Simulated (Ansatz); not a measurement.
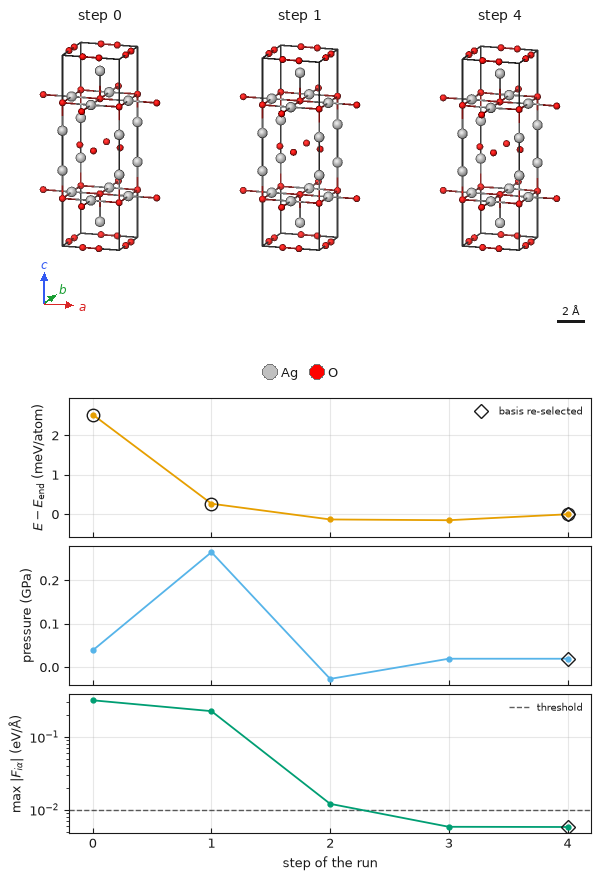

Frames of a relaxation of a crystal of Ag$_{2}$O$_{3}$ (built on the K2Ga3-139 type type), marked on the history of the run. A ball-and-stick model of the conventional cell (2 times the calculation's cell), seen slightly off an axis. Lengths and directions refer to the drawn axes.

Theory: DFT, r2SCAN+rVV10, plane waves, PAW (Ansatz 0.2.0). Set-up: plane-wave cutoff 500 eV; k-point mesh 8 × 8 × 8; occupations fermi dirac; smearing width 0.03 eV; no spin polarisation; cell and atoms relaxed; force threshold 0.01 eV/Å; at most 120 steps.

What happens along the run?

Over 3 accepted moves (4 points after the start) the energy falls by 2.5 meV per atom. The largest force component goes from 0.32 to 0.0058 eV/Å. The pressure goes from 0.04 to 0.02 GPa. The SCF was repeated once at an unchanged geometry on a basis and grid sized afresh for the cell, which shifted the energy by 0.2 meV per atom at most. The largest moves relative to the cell, 0.055 Å, are those of Ag atoms. Largest moves by element: Ag 0.055 Å, O 0.020 Å. Cell: a = b unchanged at 4.485 Å, c 14.731 → 14.432 Å (−2.0 %). Volume −2.1 %. Near-neighbour distances that change, for instance: Ag–O 2.157 → 2.189 Å, O–O 1.287 → 1.296 Å. The space group stays I4/mmm (No. 139). From step 0 to 1: Ag atoms move most (0.05 Å), volume −1.5 %, energy −2.3 meV per atom. From step 1 to 4: O atoms move most (0.02 Å), volume −0.6 %, energy −0.3 meV per atom.

```json
{"step": "0", "E − E(0), meV/atom": "0.00", "largest force component, eV/Å": "0.3208", "pressure, GPa": "0.04", "volume, Å³/atom": "14.818", "note": ""}
{"step": "1", "E − E(0), meV/atom": "-2.26", "largest force component, eV/Å": "0.2276", "pressure, GPa": "0.27", "volume, Å³/atom": "14.600", "note": ""}
{"step": "2", "E − E(0), meV/atom": "-2.66", "largest force component, eV/Å": "0.0121", "pressure, GPa": "-0.03", "volume, Å³/atom": "14.527", "note": ""}
{"step": "3", "E − E(0), meV/atom": "-2.68", "largest force component, eV/Å": "0.0058", "pressure, GPa": "0.02", "volume, Å³/atom": "14.513", "note": ""}
{"step": "4", "E − E(0), meV/atom": "-2.53", "largest force component, eV/Å": "0.0058", "pressure, GPa": "0.02", "volume, Å³/atom": "14.513", "note": "same geometry, new basis"}
```
